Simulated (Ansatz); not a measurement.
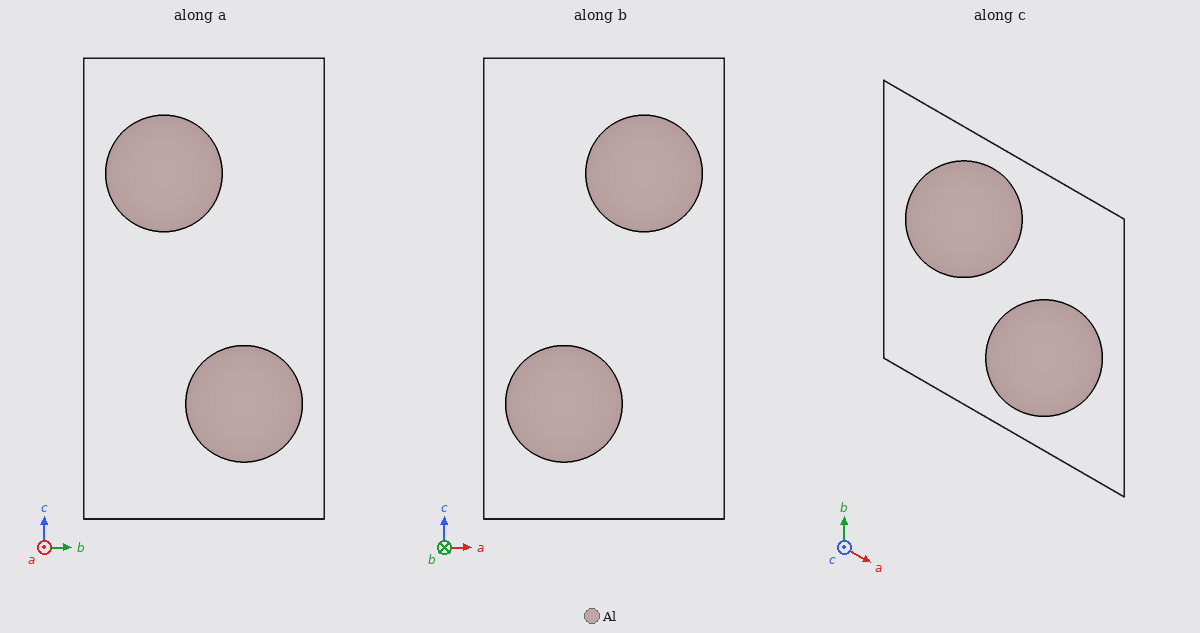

Spheres-only representation of a periodic structure, projected along the a axis, along the b axis and along the c axis. Atoms at the boundary of the conventional unit cell (the box) are drawn once for each face, edge or corner they touch.

Lattice parameters: a = 2.851 Å, b = 2.851 Å, c = 4.729 Å, α = 90.00°, β = 90.00°, γ = 120.00°.

Reconstruct the structure as a table of Wyckoff sites.

Answer. Space group P6_3/mmc (No. 194).
```tsv
atom	site	x	y	z
Al	2c	0.6667	0.3333	0.7500
```

Its origin is a random cell made by a generator, so it need not be a real form of the element. Relaxation method: DFT PBE, scalar-relativistic, plane waves, PAW in Ansatz 0.2.0.
